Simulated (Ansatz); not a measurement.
Single-point calculation of NiSi

The run: single-point calculation of NiSi (Pnma, 8 atoms in the cell). Method and program: DFT PBE, scalar-relativistic, plane waves, PAW, no spin polarisation (Ansatz 0.2.0).

The structure derives from a Materials Project entry. It belongs to a series of runs on one base structure; here: bulk in the cell of the (1 0 1) plane. Figures and captions count atoms from 1; the log counts them from 0 in places.

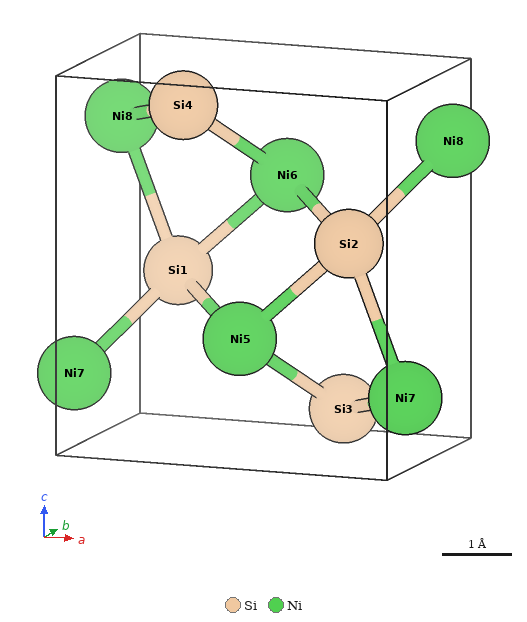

The structure as given in the input (ball-and-stick view of the cell of the calculation, set on other vectors, seen slightly off an axis; atoms are numbered from 1 in the order of the input). Near neighbours in the crystal (not all of them lie inside the picture): Si has 6 Ni at 2.29 to 2.41 Å; Ni has 6 Si at 2.29 to 2.41 Å.

Summary

| quantity | value |
| --- | --- |
| outcome | converged |
| space group (tolerance 0.01 Å) | Pnma (62) |
| electrons treated | 88 |
| free energy | −25906.1498 eV |
| Fermi energy | 14.563 eV |
| gap on the k-point mesh | none (metallic) |
| pressure | 0.04 GPa |
| largest force (length of the vector) | 0.014 eV/Å |
| hardware | 4 threads of Arm Neoverse V2, 128 GiB of memory available, shared host |
| wall time | 14 s (CPU time 54 s) |
| peak memory | 0.79 GiB |

The program warns: the k-point mesh lowers the symmetry that the run can use. The run has no spin polarisation, so a magnetic state may lie lower.

The input
```yaml
crystal:
  lattice:
    - [3.3757621829, 0.0, 0.0]
    - [0.0, 7.6245701446, 0.0]
    - [0.0, 3.4844912986, 3.7981664938]
  atoms:
    - { symbol: Si, position: [0.25, 0.4158896523, 0.4053694534] }
    - { symbol: Si, position: [0.75, 0.5841103477, 0.5946305466] }
    - { symbol: Si, position: [0.25, 0.0841103477, 0.237148758] }
    - { symbol: Si, position: [0.75, 0.9158896523, 0.762851242] }
    - { symbol: Ni, position: [0.75, 0.3115819821, 0.1967150305] }
    - { symbol: Ni, position: [0.25, 0.6884180179, 0.8032849695] }
    - { symbol: Ni, position: [0.75, 0.1884180179, 0.8198789947] }
    - { symbol: Ni, position: [0.25, 0.8115819821, 0.1801210053] }
basis:
  ecutwfc: 420
kpoints:
  mp_grid: { grid: [10, 5, 9] }
hamiltonian:
  xc: pbe
scf:
  occupations: { method: gaussian, width: 0.1 }
output:
  forces: true
  stress: true
  eigenvalues: true
  write_density: true
  write_potential: true
  elf: true
  volumetric_format: npy
```

Launch command:
```bash
ansatz run input.yaml --threads 4 --pin off --max-ram 8192MiB --backend cpu --events-out ev --progress --plain --runs-dir out
```

Log
```
Warning: crystal.symmetry: narrowed to the stabiliser of the k-point mesh — unitary ops 8 → 4; excluded 4 operations that carry a point of the 10×5×9 mesh (shift [0, 0, 0]) off the mesh (the run samples exactly the mesh kpoints.mp_grid names, as under crystal.symmetry.detect: false, and its converged state has the mesh's symmetry, not the crystal's; ε∞, the Born charges and the force constants of a linear response (`dielectric:` by the response, `phonons.method: dfpt`) are averaged over those of the crystal's operations that the state keeps within a tolerance, where `mesh_tensors`, `unaveraged_element` or `gamma_mean_max_change_ev_ang2` stands beside them; a row that `dielectric.field_direction` solves alone is averaged likewise, with nothing beside; a Γ-centred mesh of equal divisions is mapped onto itself by every operation and keeps the whole group, as does a half-shifted one under kpoints.further_shifts: images)
Engine: ansatz 0.2.0, aarch64-unknown-linux-gnu
Pseudopotentials: kind: paw
Pseudopotential: Si, paw, valence charge 4, recommended cutoff 420 eV (normal), Si.paw.azcp
Pseudopotential: Ni, paw, valence charge 18, recommended cutoff 420 eV (normal), Ni.paw.azcp
Functional definition: PBE
  parameter kappa = 0.804
  parameter beta = 0.06672455060314922
  exchange = pbe_x(kappa = kappa, mu = beta*pi^2/3)
  correlation = pbe_c(beta = beta)
Crystal: 8 atoms, lattice volume = 97.760 Å³
Basis set: ecut = 420 eV, 1913 PW (Γ), exchange–correlation on 48×108×72 points (8 copies of the dense FFT grid, shifted against one another)
Bands: 53, of which v1, the nominal top of the filled ones, is band 44 counted from 1 (43 counted from 0)
Symmetry: 4 space group operations
k-points: 138 of 450
Non-local potential: Si, projectors of the file, l = 0: 2, l = 1: 2, l = 2: 2
Non-local potential: Ni, projectors of the file, l = 0: 3, l = 1: 2, l = 2: 3, l = 3: 1
PAW form: soft (Blöchl's): semilocal exchange-correlation on the pseudo side does not see the compensation charge
PAW one-centre angular grid: Si, 110 points (default); XC on 64 Gauss nodes
PAW one-centre angular grid: Ni, 590 points (default); XC on 64 Gauss nodes
Initial density: superposition of atomic densities (neutral atoms: chi_scale 0, normalization atom), corrected by the library's trained network
Initial wavefunctions: pseudopotential atomic-orbital guess
Functional: x = pbe(κ = 0.804, μ = 0.2195149727645171), c = pbe(β = 0.06672455060314922)
SCF iter   1: F=—  HF=-25906.149452 eV  |F-HF|=—  |Δ(HF+E_count)|=         —  Δρ=3.50e-3  dr2=2.85e-3  ethr=1.77e-3  ⟨swp⟩=7.3  Hψ=28521  notcnv=0  defer=11
preconditioner: auto → Kerker (q_TF=auto, 2.681 Å⁻¹)  [metal: Δε(μ)=0.001 eV  Ē_g=6.984 eV  σ=0.100 eV  W_gap=0.01  n_scr=34 (ndim 8)  ℏωp=28.1 eV  f_vac=0.000  D(μ)=2.83/eV (n_scr^D=20)]
SCF iter   2: F=—  HF=-25906.149723 eV  |F-HF|=—  |Δ(HF+E_count)|=   2.71e-4  Δρ=2.02e-3  dr2=1.49e-3  ethr=3.23e-6  ⟨swp⟩=2.0  Hψ=14372  notcnv=0  defer=13
SCF iter   3: F=—  HF=-25906.149853 eV  |F-HF|=—  |Δ(HF+E_count)|=   1.29e-4  Δρ=7.86e-4  dr2=3.27e-4  ethr=1.69e-6  ⟨swp⟩=2.0  Hψ=9635  notcnv=0  defer=13
SCF iter   4: F=—  HF=-25906.149808 eV  |F-HF|=—  |Δ(HF+E_count)|=   4.49e-5  Δρ=2.36e-4  dr2=3.62e-5  ethr=3.72e-7  ⟨swp⟩=2.0  Hψ=9115  notcnv=0  defer=13
SCF iter   5: F=—  HF=-25906.149823 eV  |F-HF|=—  |Δ(HF+E_count)|=   1.56e-5  Δρ=6.11e-5  dr2=3.27e-6  ethr=4.12e-8  ⟨swp⟩=2.2  Hψ=10698  notcnv=0  defer=13
SCF iter   6: F=-25906.149823 eV  HF=-25906.149823 eV  |F-HF|=6.48e-9  |Δ(HF+E_count)|=   5.24e-7  Δρ=1.01e-5  dr2=8.37e-8  ethr=1.14e-10  ⟨swp⟩=11.4  Hψ=56238  notcnv=0
SCF 1 converged in 6 iterations: F = -25906.149823 eV  dr2 = 8.37e-8
  greatest PAW one-centre occupation: 1.000 electrons in one spin orbital (limit 2), on the Ni atom at site 7 (counted from 0), in its partial waves of l = 1
```

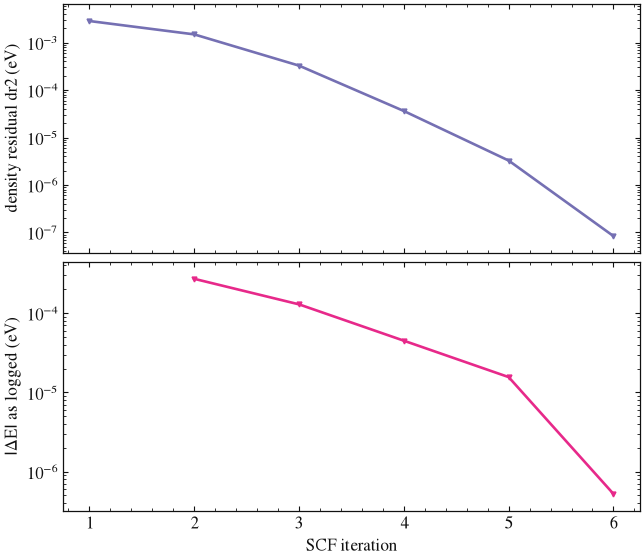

Convergence of the self-consistent field: density residual dr2 and size of the energy change against the SCF iteration. The residual falls at every step.

```
SCF converged after 6 iterations
Free energy (F): -25906.149823 eV
Harris-Foulkes:  -25906.149823 eV  (|F-HF|=6.48e-9)
Internal energy: -25906.135671 eV  (E = F + TS)
E sigma→0 (E₀):  -25906.142747 eV
Entropy (-TS):   -0.014152 eV (-1.769 meV/atom)
Fermi energy:    14.563314 eV
--- Per-component energies (eV) ---
  E_band       = -1316.070185
  E_kinetic    = 1308.935751
  E_local      = -17897.620536  (includes V_loc(G=0)·N_el)
  E_nonlocal   = 2636.238961
  E_hartree    = 7691.267489
  E_xc         = -568.779667
  E_vxc        = -636.431243  (∫ρ·V_xc dr)
  E_paw        = -8568.440461  (= ΣΔE_a)
  E_vpaw       = -2109.754669  (= ΣTr[D̂ρ^β])
  E_aug_tail   = 0.002199  (compensation charges beyond the density's cutoff)
  E_ewald      = -10507.739406
  E_smearing   = -0.014152  (= −TS)
  E_closure    = 0.000000  (closes the sum)
  Σ components = -25906.149823   (vs F -25906.149823, Δ=0.00e0)
--- Forces (eV/Å), atoms counted from 1 ---
  atom   1  Si     0.00000000    -0.01271413    -0.00573507
  atom   2  Si     0.00000000     0.01271413     0.00573507
  atom   3  Si     0.00000000    -0.00536285    -0.01031483
  atom   4  Si     0.00000000     0.00536285     0.01031483
  atom   5  Ni     0.00000000     0.00657450    -0.00170365
  atom   6  Ni     0.00000000    -0.00657450     0.00170365
  atom   7  Ni     0.00000000    -0.00444530     0.00185245
  atom   8  Ni     0.00000000     0.00444530    -0.00185245
  max |Σ_I F_I| component: 8.67e-19 eV/Å
--- Stress (GPa, compression-positive) ---
       -0.338544       0.000000       0.000000
        0.000000       0.257323       0.438280
        0.000000       0.438280       0.213979
  P = ⅓ Tr σ = 0.0443 GPa (0.443 kbar)
--- Band table (eV; the first three rows and the last of 138) ---
  k-point 0: bands = ["-89.3512", "-89.3477", "-89.3468", "-89.3434", "-49.8113", "-49.8058", "-49.7891", "-49.7807", "-49.7501", "-49.7499", "-49.7342", "-49.7290", "-49.7190", "-49.7139", "-49.7052", "-49.7021", "1.5952", "4.9319", "6.2002", "6.7864", "8.0596", "8.5514", "10.2051", "10.5697", "10.6542", "10.7133", "10.7334", "10.7560", "10.9692", "11.2573", "11.4751", "11.5829", "11.7647", "11.9297", "12.1756", "12.2463", "12.3455", "12.4231", "12.4776", "12.6250", "12.7227", "13.3959", "13.4157", "13.6172", "15.1615", "15.7936", "17.8383", "18.3641", "18.5664", "19.0665", "19.3514", "20.5447", "20.8063"]
  k-point 1: bands = ["-89.3510", "-89.3480", "-89.3465", "-89.3435", "-49.8112", "-49.8060", "-49.7887", "-49.7811", "-49.7492", "-49.7480", "-49.7339", "-49.7294", "-49.7187", "-49.7141", "-49.7065", "-49.7036", "1.7173", "4.5914", "6.1250", "6.8004", "8.2769", "8.7812", "9.8544", "10.5538", "10.5729", "10.7398", "10.7445", "10.8821", "11.0773", "11.2357", "11.4858", "11.5770", "11.8712", "11.9200", "12.0670", "12.2071", "12.3114", "12.3826", "12.4162", "12.6209", "12.7952", "13.2816", "13.6560", "13.7619", "15.3936", "16.2647", "17.5358", "18.4837", "18.5827", "18.8452", "19.0166", "20.0804", "20.8617"]
  k-point 2: bands = ["-89.3504", "-89.3484", "-89.3461", "-89.3441", "-49.8108", "-49.8064", "-49.7877", "-49.7820", "-49.7454", "-49.7438", "-49.7332", "-49.7301", "-49.7179", "-49.7148", "-49.7103", "-49.7079", "2.0776", "4.0790", "5.5381", "6.8428", "8.3799", "9.4839", "9.6121", "10.5307", "10.5931", "10.8023", "10.8935", "10.9220", "11.1757", "11.2627", "11.5564", "11.5798", "11.7853", "11.8659", "12.0281", "12.1256", "12.1562", "12.3810", "12.5560", "12.5722", "12.9345", "13.0718", "13.9175", "14.5088", "15.4204", "17.1690", "17.4641", "18.1463", "18.2747", "18.5028", "18.7170", "19.7039", "20.2258"]
  k-point 137: bands = ["-89.3492", "-89.3492", "-89.3451", "-89.3451", "-49.8011", "-49.8011", "-49.7951", "-49.7951", "-49.7497", "-49.7497", "-49.7268", "-49.7268", "-49.7226", "-49.7226", "-49.7048", "-49.7048", "5.4975", "5.4975", "5.7147", "5.7147", "8.3534", "8.3534", "9.8010", "9.8010", "10.6637", "10.6637", "11.0567", "11.0567", "11.0878", "11.0878", "11.4062", "11.4062", "11.8158", "11.8158", "11.9323", "11.9323", "12.2970", "12.2970", "12.5692", "12.5692", "12.5951", "12.5951", "12.8153", "12.8153", "14.9840", "14.9840", "15.9752", "15.9752", "16.9284", "16.9284", "18.8292", "18.8292", "19.7567"]
```

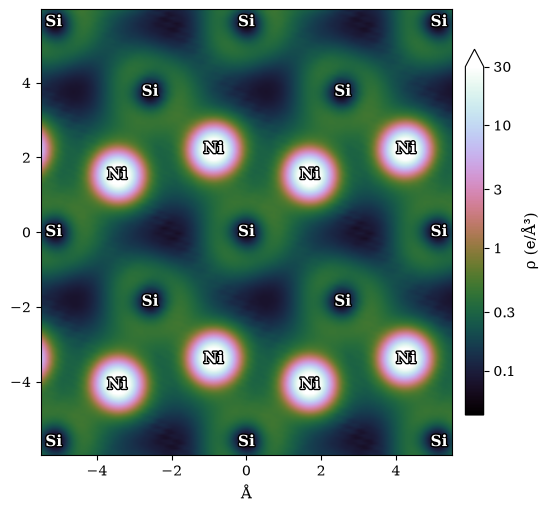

Valence pseudo-density on the (010) plane of the conventional cell. The section cuts through Si and Ni sites. Si–Ni (2.29 Å): ρ is about 0.49 e/Å³ halfway. Si–Ni (2.39 Å): ρ is about 0.43 e/Å³ halfway. Away from the nuclei the density in this plane falls to 0.07 e/Å³ at its lowest. In a PAW calculation such maps are meaningful between the atoms, not at the nuclei.

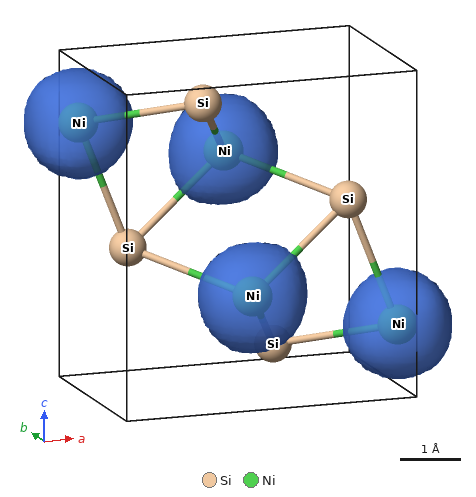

Isosurface of the valence electron density at 0.6 e/Å³ (blue), seen slightly off an axis. Sticks mark near contacts. The outline is the cell set on symmetry axes. At this value the density breaks into separate islands; it holds about 70 % of the electrons treated as valence (semicore included). It is pinched off along the Si–Ni (2.29 Å) and Si–Ni (2.39 Å) contacts. On the grid the lowest density along these lines, outside the cores, is 0.47 e/Å³ (Si–Ni, 2.29 Å) and 0.43 e/Å³ (Si–Ni, 2.39 Å).
